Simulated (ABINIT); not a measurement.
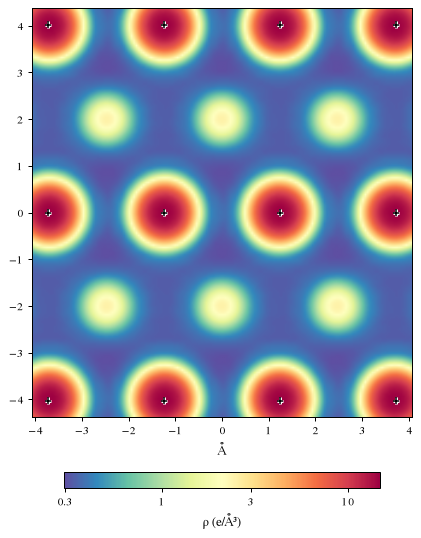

The valence electron density on a plane through atoms (crosses mark nuclei in the plane).

Level of theory: Kohn-Sham DFT of a periodic cell, PBEsol, JTH PAW PBE v2.0 in ABINIT 10.8.3.

Candidates:
A. NbAs, a = 3.45 Å, b = 3.45 Å, c = 11.68 Å, α = 90.00°, β = 90.00°, γ = 90.00°. Space group I4₁md; computed pressure about −3 GPa in this cell.
B. Mn, a = 2.48 Å, b = 2.48 Å, c = 4.03 Å, α = 90.00°, β = 90.00°, γ = 120.00°. Space group P6₃/mmc; a structure from a database of computed crystals, not necessarily the ambient phase; computed pressure about −10 GPa in this cell; spin-polarised.

Which system is this?

Answer. Candidate B: Mn on the (010) plane of the conventional cell, which holds Mn. Mn–Mn (2.48 Å): ρ at the midpoint is about 0.38 e/Å³.
